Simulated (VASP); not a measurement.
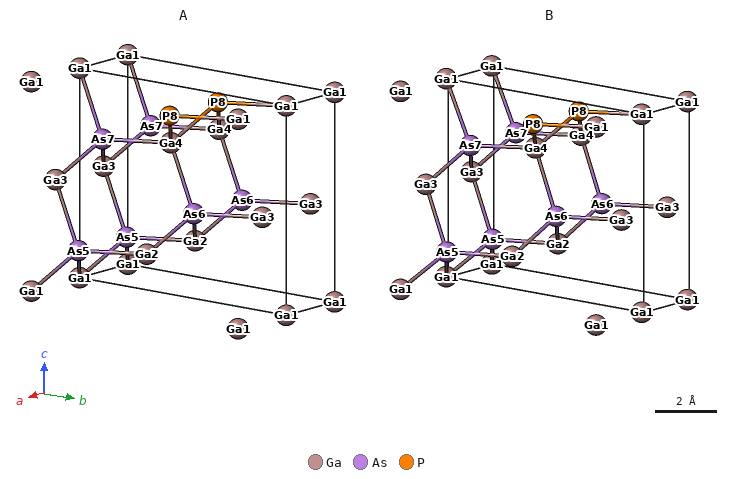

Two geometries of crystalline Ga4As3P (a generated structure, set up in Cm), drawn at one scale. One is the start of a relaxation, the other its converged end. A ball-and-stick model of the cell of the calculation, repeated 2 × 1 × 1 with one cell outlined, seen slightly off an axis.

Method: VASP, Kohn-Sham DFT of a periodic cell, PBEsol, VASP PAW PBE potentials, recommended. Set-up: plane-wave cutoff 200 eV; k-point mesh 7 × 7 × 4; occupations gaussian; smearing width 0.02 eV; no spin polarisation.

**Which one is relaxed?**

Structure B is the relaxed one. The run lets cell and atoms move. The largest move relative to the cell is that of Ga1, 0.071 Å roughly along [−1 −2 0]. Largest moves by element: Ga 0.071 Å, As 0.026 Å, P 0.011 Å. The drawn cell changes as follows: a 4.013 → 3.797 Å (−5.4 %), b 6.951 → 6.572 Å (−5.5 %), c 6.951 → 6.571 Å (−5.5 %); the volume changes by −15.5 %. Near-neighbour distances that change, for instance: Ga1–P8 2.458 → 2.260 Å, Ga2–P8 2.458 → 2.271 Å, Ga4–P8 2.458 → 2.283 Å, Ga1–As5 2.458 → 2.335 Å. Among the angles between lasting bonds that change: Ga4–P8–Ga4 109.5° → 112.5°, P8–Ga4–P8 109.5° → 112.5°, As5–Ga1–As7 109.5° → 107.1°. The space group stays Cm (No. 8). Over 19 geometry steps the energy falls by 2.902 eV per cell of the calculation. Largest force component: 0.64 eV/Å at the start, 0.013 eV/Å at the end. The pressure goes from −30.89 to −0.01 GPa. At step 1 the optimiser overshot: the energy rose above the start, and later steps came back. The volume changes by over a tenth within one run on a fixed set of plane waves, so the end point should be relaxed again from the new cell.
